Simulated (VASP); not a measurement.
System: BaO, space group I4/mmm, 2 atoms in the cell, rocksalt type, biaxial (xy) strain −0.5%.

```cif
data_structure
_symmetry_space_group_name_H-M 'I4/mmm'
_symmetry_Int_Tables_number 139
_cell_length_a 3.9017
_cell_length_b 3.9017
_cell_length_c 5.5439
_cell_angle_alpha 90.000
_cell_angle_beta 90.000
_cell_angle_gamma 90.000
_cell_volume 84.40
loop_
_atom_site_label
_atom_site_type_symbol
_atom_site_symmetry_multiplicity
_atom_site_Wyckoff_symbol
_atom_site_fract_x
_atom_site_fract_y
_atom_site_fract_z
_atom_site_occupancy
Ba1 Ba 2 a 0.00000 0.00000 0.00000 1
O1 O 2 b 0.50000 0.50000 0.00000 1
```

Level of theory: DFT, r2SCAN, plane waves, PAW, 8×8×8 k mesh, 520 eV cutoff; code VASP 6.6.1.

Predict the main features of the density of states.

There is a gap; over the k points computed it is 2.27 eV (direct among those points). The upper group of valence states starts about 2.0 eV under the valence-band top, with a gap beneath it; it holds about 6 electrons a cell.

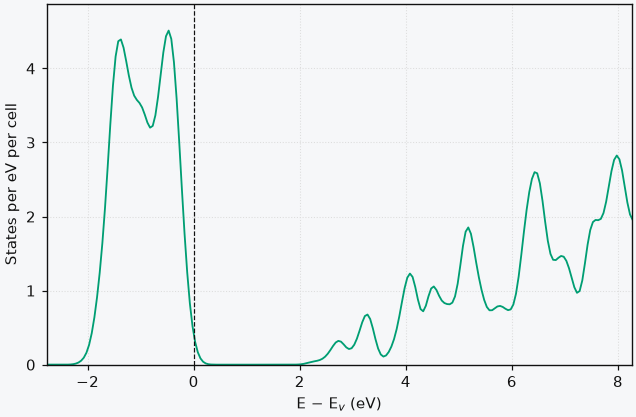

Density of states. Energies are counted from the top of the valence band. The curve is built from the levels of the k mesh with Gaussians 0.3 eV wide, which also blur the band edges.
